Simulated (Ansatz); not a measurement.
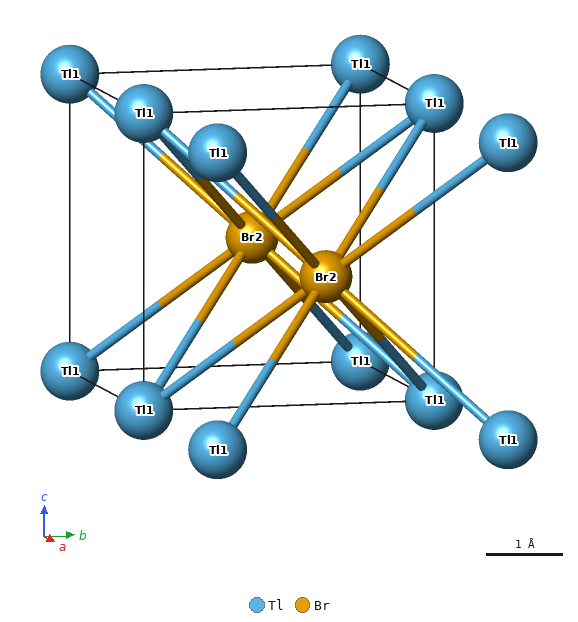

The structure (ball-and-stick view of the cell of the calculation, repeated 2 × 1 × 1, seen slightly off an axis; atoms are numbered from 1 in the order of the input). An atom can appear more than once, as a periodic image.

**Band-structure calculation, with input and output: TlBr**

TlBr (2 atoms in the cell), computed with DFT r2SCAN, scalar-relativistic, plane waves, PAW, no spin polarisation (Ansatz 0.2.0).

Figures and captions count atoms from 1; the log counts them from 0 in places.

The input:
```yaml
crystal:
  lattice:
    - [3.9963479673, 0.0, 0.0]
    - [0.0, 3.9963479673, 0.0]
    - [0.0, 0.0, 3.9963479673]
  atoms:
    - { symbol: Tl, position: [0.0, 0.0, 0.0] }
    - { symbol: Br, position: [0.5, 0.5, 0.5] }
basis:
  ecutwfc: 500
  ecutrho_ratio: 4
kpoints:
  mp_grid: { grid: [6, 6, 6] }
  band_path:
    path:
      - [[0.0, 0.0, 0.0], [0.0, 0.5, 0.0], [0.5, 0.5, 0.0], [0.0, 0.0, 0.0], [0.5, 0.5, 0.5], [0.0, 0.5, 0.0]]
      - [[0.5, 0.5, 0.5], [0.5, 0.5, 0.0]]
    npoints: 14
hamiltonian:
  xc: r2scan
scf:
  occupations: { method: gaussian, width: 0.05 }
  n_extra_bands: 11
output:
  forces: true
  stress: true
  eigenvalues: true
  populations: true
  dos: { projected: true, de: 0.02, nscf_kmesh: { grid: [9, 9, 9] } }
  bader: true
  write_density: true
  write_potential: true
  elf: true
  volumetric_format: npy
```

Hardware: 4 threads of Intel Xeon (Sapphire Rapids), 32 GiB of memory available, shared host.

Launched with:
```bash
ansatz run input.yaml --threads 4 --pin off --max-ram 7168MiB --backend cpu --events-out ev --progress --plain --runs-dir out
```

Output:
```
scf.n_extra_bands = 11 over 10 filled bands (N_el = 20.0): the run solves 21 bands
Engine: ansatz 0.2.0, x86_64-unknown-linux-gnu
Pseudopotentials: kind: paw
Pseudopotential: Tl, paw, valence charge 13, recommended cutoff 500 eV (meta_gga), Tl.paw.azcp
Pseudopotential: Br, paw, valence charge 7, recommended cutoff 500 eV (meta_gga), Br.paw.azcp
Functional definition: r2SCAN
  parameter k0 = 0.174
  parameter k1 = 0.065
  parameter a1 = 4.9479
  exchange = r2scan_x(k0 = k0, k1 = k1, a1 = a1)
  correlation = r2scan_c
Crystal: 2 atoms, lattice volume = 63.825 Å³
Basis set: ecut = 500 eV, 1647 PW (Γ), exchange–correlation on 120×120×120 points (64 copies of the dense FFT grid, shifted against one another)
Bands: 21, of which v1, the nominal top of the filled ones, is band 10 counted from 1 (9 counted from 0)
Symmetry: 48 space group operations
Space group: Pm-3m (ITA 221), of the structure as read, at distance tolerance 4.0e-5 Å
k-points: 20 of 216
Non-local potential: Tl, projectors of the file, l = 0: 2, l = 1: 2, l = 2: 2, l = 3: 1
Non-local potential: Br, projectors of the file, l = 0: 2, l = 1: 2, l = 2: 2
PAW form: soft (Blöchl's): semilocal exchange-correlation on the pseudo side does not see the compensation charge
PAW frozen core: Tl, regenerated for the run's functional (the file was generated under x = pbe(κ = 0.804, μ = 0.2195149727645171), c = pbe(β = 0.06672455060314922))
PAW frozen core: Br, regenerated for the run's functional (the file was generated under x = pbe(κ = 0.804, μ = 0.2195149727645171), c = pbe(β = 0.06672455060314922))
PAW one-centre angular grid: Tl, 590 points (default); XC on 160 Gauss nodes
PAW one-centre angular grid: Br, 302 points (default); XC on 160 Gauss nodes
Initial density: superposition of atomic densities (neutral atoms: chi_scale 0, normalization atom), corrected by the library's trained network
Initial wavefunctions: pseudopotential atomic-orbital guess
Functional: x = r2scan, c = r2scan; τ floored in thin density (d = 2e-4 eV/Å³)
SCF iter   1: F=—  HF=-14253.390872 eV  |F-HF|=—  |Δ(HF+E_count)|=         —  Δρ=5.85e-3  dr2=2.18e-2  dr2_τ=3.94e-3  ethr=1.77e-3  ⟨swp⟩=7.6  Hψ=2329  notcnv=0  defer=20
preconditioner: auto → Resta (q_TF=auto, 2.249 Å⁻¹)  ε∞=2.2  [insulator: Δε(μ)=2.372 eV  Ē_g=18.875 eV  σ=0.050 eV  W_gap=1.00  n_scr=18 (ndim 8)  ℏωp=20.8 eV  f_vac=0.000  D(μ)=0.00/eV (n_scr^D=0)  ε∞_Penn≈2.2]
SCF iter   2: F=—  HF=-14253.385930 eV  |F-HF|=—  |Δ(HF+E_count)|=   4.94e-3  Δρ=1.69e-3  dr2=1.93e-3  dr2_τ=3.84e-4  ethr=1.09e-4  ⟨swp⟩=2.0  Hψ=869  notcnv=0  defer=110
SCF iter   3: F=—  HF=-14253.385705 eV  |F-HF|=—  |Δ(HF+E_count)|=   2.25e-4  Δρ=3.93e-4  dr2=1.12e-4  dr2_τ=3.74e-6  ethr=9.65e-6  ⟨swp⟩=2.0  Hψ=422  notcnv=0  defer=110
SCF iter   4: F=—  HF=-14253.385736 eV  |F-HF|=—  |Δ(HF+E_count)|=   3.07e-5  Δρ=1.05e-4  dr2=5.35e-6  dr2_τ=4.86e-7  ethr=5.60e-7  ⟨swp⟩=2.6  Hψ=499  notcnv=0  defer=110
SCF iter   5: F=—  HF=-14253.385743 eV  |F-HF|=—  |Δ(HF+E_count)|=   7.13e-6  Δρ=2.01e-5  dr2=3.17e-7  dr2_τ=7.11e-8  ethr=2.68e-8  ⟨swp⟩=2.0  Hψ=498  notcnv=0  defer=110
SCF iter   6: F=-14253.385743 eV  HF=-14253.385743 eV  |F-HF|=1.74e-9  |Δ(HF+E_count)|=   1.07e-7  Δρ=3.97e-6  dr2=8.57e-9  dr2_τ=7.02e-10  ethr=5.00e-10  ⟨swp⟩=14.3  Hψ=3234  notcnv=0
SCF 1 converged in 6 iterations: F = -14253.385743 eV  dr2 = 8.57e-9
  greatest PAW one-centre occupation: 0.965 electrons in one spin orbital (limit 2), on the Tl atom at site 0 (counted from 0), in its partial waves of l = 2
NSCF: frozen V_eff on 86 k-points
NSCF: frozen V_eff on 35 k-points
SCF converged after 6 iterations
Free energy (F): -14253.385743 eV
Harris-Foulkes:  -14253.385743 eV  (|F-HF|=1.74e-9)
Internal energy: -14253.385743 eV  (E = F + TS)
E sigma→0 (E₀):  -14253.385743 eV
Fermi energy:    5.848868 eV
--- Per-component energies (eV) ---
  E_band       = -55.227607
  E_kinetic    = 466.053310
  E_local      = -1233.838120  (includes V_loc(G=0)·N_el)
  E_nonlocal   = 388.041330
  E_hartree    = 432.376308
  E_xc         = -470.186432
  E_vxc        = -271.910515  (∫ρ·V_xc dr)
  E_paw        = -12459.420366  (= ΣΔE_a)
  E_vpaw       = -286.150799  (= ΣTr[D̂ρ^β])
  E_aug_tail   = 0.000016  (compensation charges beyond the density's cutoff)
  E_vtau       = 17.826322  (kinetic-family band-sum trace: ∫τ·v_τ [+ j·A + Jᵃ·Aᵃ] dr)
  E_ewald      = -1377.293357
  E_core_change = 0.881567  (= ΣΔE_core)
  E_smearing   = -0.000000  (= −TS)
  E_closure    = 0.000000  (closes the sum)
  Σ components = -14253.385743   (vs F -14253.385743, Δ=0.00e0)
--- Forces (eV/Å), atoms counted from 1 ---
  atom   1  Tl    -0.00000000    -0.00000000     0.00000000
  atom   2  Br     0.00000000    -0.00000000    -0.00000000
  max |Σ_I F_I| component: 2.66e-30 eV/Å
--- Stress (GPa, compression-positive) ---
        0.010566      -0.000000       0.000000
       -0.000000       0.010566      -0.000000
        0.000000      -0.000000       0.010566
  P = ⅓ Tr σ = 0.0106 GPa (0.106 kbar)
--- Band table (eV; the first three rows and the last of 20) ---
  k-point 0: bands = ["-9.4674", "-5.7848", "-5.7848", "-5.6097", "-5.6097", "-5.6097", "0.1298", "3.3752", "3.3752", "3.3752", "12.2560", "12.2560", "12.3721", "12.3721", "12.3721", "16.5168", "18.8354", "18.8354", "18.8354", "20.7000", "20.7000"]
  k-point 1: bands = ["-9.4117", "-5.7825", "-5.7530", "-5.6240", "-5.6240", "-5.6084", "-0.1216", "3.4858", "3.4858", "3.5596", "10.3367", "12.0000", "12.0000", "12.4341", "13.7847", "17.8945", "18.4584", "18.5254", "18.5254", "18.8610", "21.8157"]
  k-point 2: bands = ["-9.2950", "-5.7778", "-5.6910", "-5.6524", "-5.6524", "-5.6058", "-0.5991", "3.7243", "3.7243", "4.1375", "8.1534", "11.2726", "11.2726", "12.9147", "16.1945", "16.5625", "18.9154", "18.9584", "18.9584", "19.4992", "21.8994"]
  k-point 19: bands = ["-8.9304", "-5.7354", "-5.7354", "-5.7354", "-5.5639", "-5.5639", "1.9606", "2.7413", "2.7413", "2.7413", "7.2439", "7.2439", "7.2439", "18.3329", "18.3329", "18.3329", "21.8622", "22.2173", "22.2173", "22.6274", "22.6274"]
--- Löwdin populations: 2 sites ---
  site symbol       q [e]
     0     Tl     12.7403
     1     Br      7.2330
  spilling = 0.001335 (of n_electrons = 20.000000)
--- Bader charges: 2 sites ---
  site symbol  charge [e]  shift [e]
     0     Tl      0.6851     0.0000
     1     Br     -0.6851     0.0000
  estimated error of the sums over rays = 1.4e-4 e
```

File bader_charges.tsv:
```
# site	symbol	x_ang	y_ang	z_ang	partial_charge_e	electrons	volume_ang3	relative_density_drop	shared_charge_e	partial_wave_shift_e
# quadrature_error_electrons = 1.4e-4
0	Tl	0.0000	0.0000	0.0000	0.68515	80.31485	29.77	-	0.68515	0.00000
1	Br	1.9982	1.9982	1.9982	-0.68515	35.68515	34.05	-	-0.68515	0.00000
```

File populations.tsv:
```
# site	symbol	l	j	q
# orbitals = lowdin
# n_electrons = 20.000000
# spilling = 0.001335
0	Tl	0_6S	-	1.901708
0	Tl	1_6P	-	0.844001
0	Tl	2_5D	-	9.994570
1	Br	0_4S	-	1.852030
1	Br	1_4P	-	5.380989
```

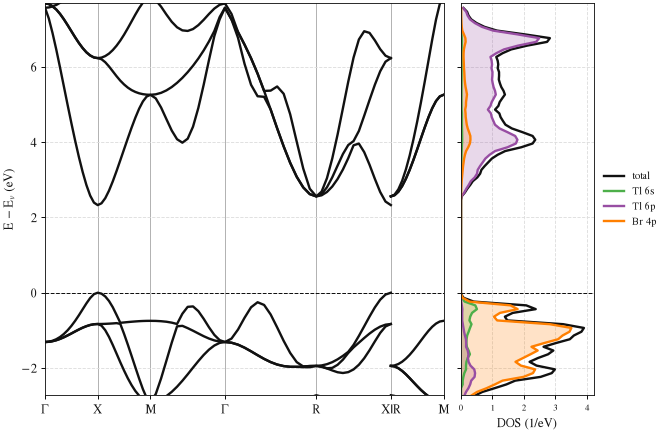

Band structure along Γ–X–M–Γ–R–X|R–M and density of states (projected on Löwdin-orthogonalised atomic shells), with energies from the valence-band top. There is a gap of 2.33 eV on this path, direct, at X.

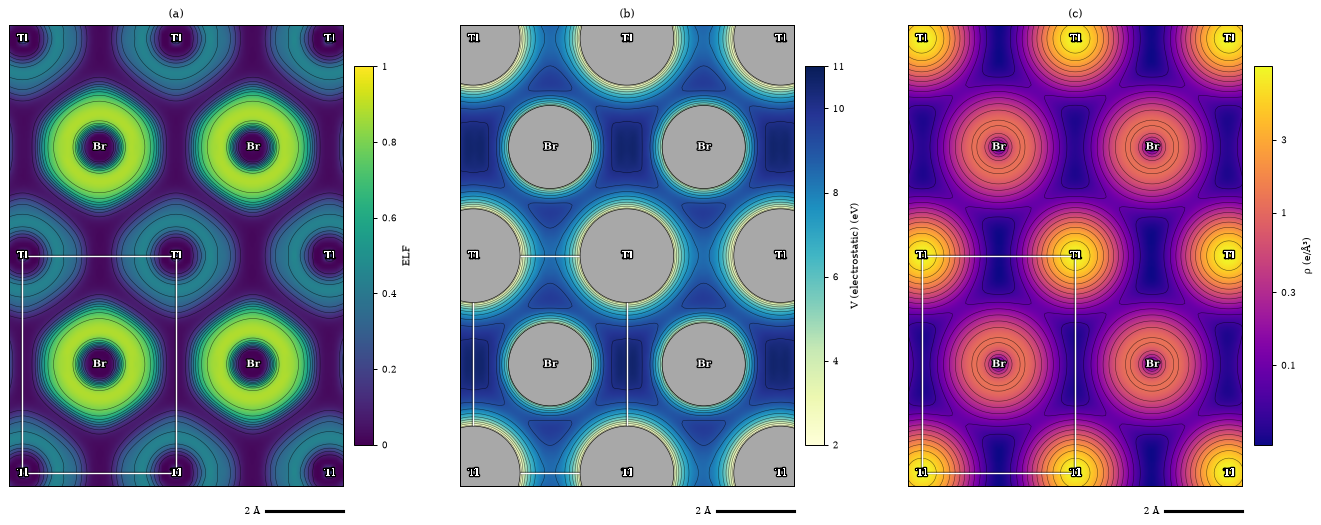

(a) electron localisation function; (b) electrostatic potential (local pseudopotential plus Hartree) felt by an electron; (c) valence electron density on the (101) plane of the conventional cell. Grey discs, where drawn, cover atomic cores. Atoms in the plane: Tl and Br. Away from the nuclei the density in this plane falls to 0.03 e/Å³ at its lowest. Outside the cores the potential energy rises away from the atoms and is highest about 1.8 Å from the nearest atoms; outside the discs it spans about 8 eV, and its zero is arbitrary. The fields are those of the smooth PAW valence density.

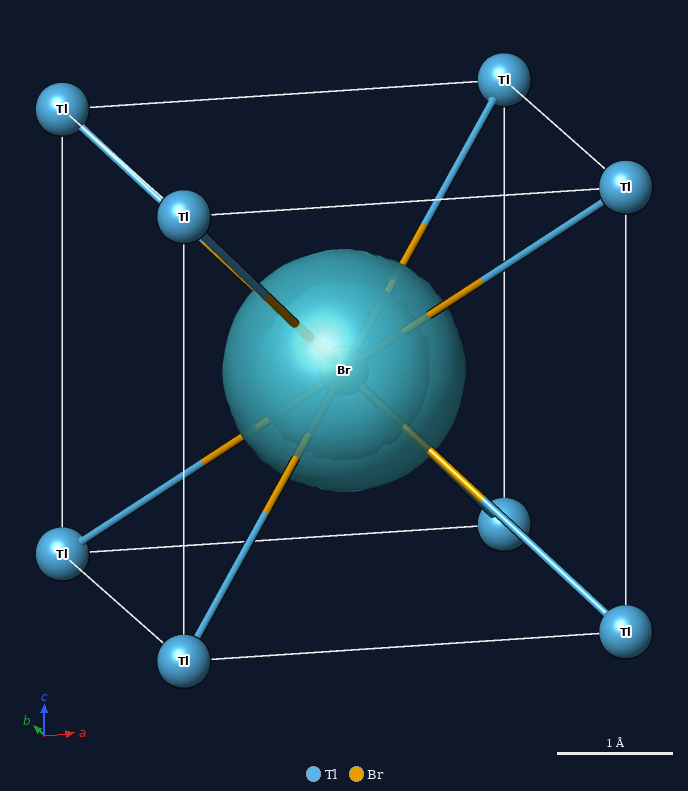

Isosurface of the electron localisation function at 0.85 (cyan), seen slightly off an axis. Core shells and regions of very low density are left out. Sticks mark near contacts. The outline is the cell set on symmetry axes. Along the contacts the grid gives the following.

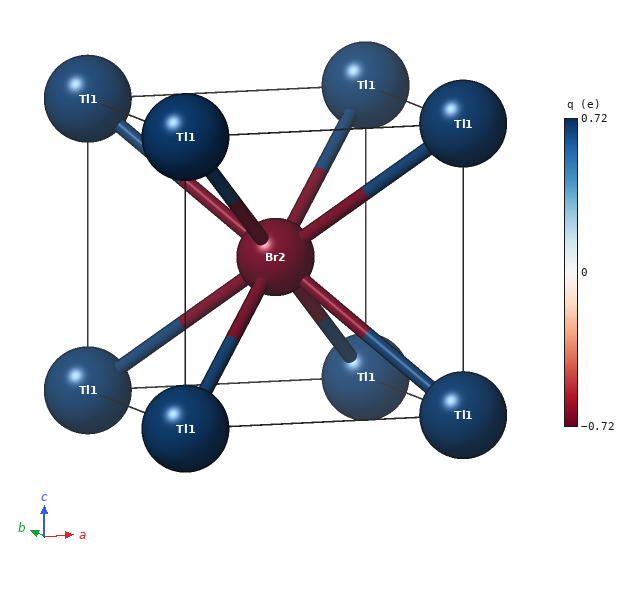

Bader charges, as the colour of each atom (ball-and-stick view of the cell of the calculation, seen slightly off an axis; atoms are numbered from 1 in the order of the input). By element: Tl +0.69 and Br −0.69 e.

Key numbers:

| quantity | value |
| --- | --- |
| outcome | converged |
| space group (tolerance 0.01 Å) | Pm-3m (221) |
| electrons treated | 20 |
| free energy | −14253.3857 eV |
| Fermi energy | 5.849 eV |
| gap on the k-point mesh | 2.33 eV |
| gap on the band path | 2.33 eV |
| pressure | 0.01 GPa |
| largest force (length of the vector) | under 0.001 eV/Å |
| wall time | 4.6 s (CPU time 17 s) |
| peak memory | 0.47 GiB |

Spin–orbit coupling is left out, which matters for Tl.
